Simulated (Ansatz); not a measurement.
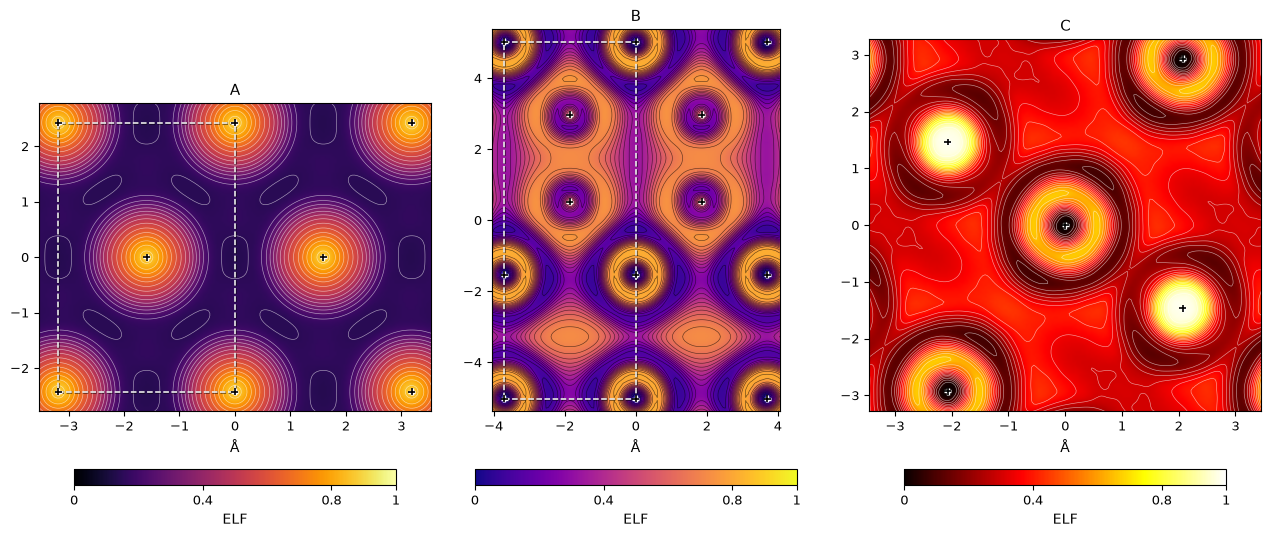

The electron localisation function of 3 systems, each on a plane through atoms (crosses mark nuclei in the plane).

All numbers below come from DFT r2SCAN, scalar-relativistic, plane waves, PAW (Ansatz 0.2.0).

System 1: Ag, the (110) plane of the conventional cell. Space group I4/mmm; a structure from a database of computed crystals, not necessarily the ambient phase; changed on purpose from its base cell (strain +0.050 along x and y, -0.025 along z, atoms carried along); computed pressure about −6 GPa in this cell; computed without spin polarisation.

System 2: Zr3Si2, the (110) plane of the conventional cell. Space group P42₁2; a structure from a database of computed crystals, not necessarily the ambient phase; not relaxed (largest force 0.6 eV/Å).

```
CELL_PARAMETERS angstrom
7.10844 0.00000 0.00000
0.00000 7.10844 0.00000
0.00000 0.00000 3.70513
ATOMIC_POSITIONS crystal
Zr 0.17391 0.17391 0.50000
Zr 0.82609 0.82609 0.50000
Zr 0.32609 0.67391 0.50000
Zr 0.67391 0.32609 0.50000
Zr 0.00000 0.50000 0.02834
Zr 0.50000 0.00000 0.97166
Si 0.62195 0.62195 0.00000
Si 0.37805 0.37805 0.00000
Si 0.87805 0.12195 0.00000
Si 0.12195 0.87805 0.00000
```

System 3: TiCo3, the (100) plane of the calculation cell. Space group Pm-3m; spin-polarised.

```xyz
16
Lattice="-3.5872 3.5872 3.5872 3.5872 -3.5872 3.5872 3.5872 3.5872 -3.5872" Properties=species:S:1:pos:R:3 pbc="T T T"
Ti    0.0000    0.0000    0.0000
Ti    0.0000    0.0000    3.5872
Ti    0.0000    3.5872    0.0000
Ti    3.5872    0.0000    0.0000
Co    0.0000    1.7936    1.7936
Co    3.5872   -1.7936    1.7936
Co    3.5872    1.7936   -1.7936
Co    3.5872    1.7936    1.7936
Co    1.7936    0.0000    1.7936
Co   -1.7936    3.5872    1.7936
Co    1.7936    3.5872    1.7936
Co    1.7936    3.5872   -1.7936
Co    1.7936    1.7936    0.0000
Co    1.7936    1.7936    3.5872
Co   -1.7936    1.7936    3.5872
Co    1.7936   -1.7936    3.5872
```

**Match each panel to its system.**

Panel A is system 1, Ag: the plane holds Ag. Ag–Ag (2.90 Å): the ELF is about 0.15 at the midpoint; no localised pair shows between them. Panel B is system 2, Zr3Si2: the plane holds Zr and Si. Si–Si (2.45 Å): the ELF peaks at about 0.75 between the atoms. Panel C is system 3, TiCo3: the plane holds Ti and Co. Ti–Co (2.54 Å): the ELF is about 0.20 at the midpoint (no shared electron pair shows on this line).
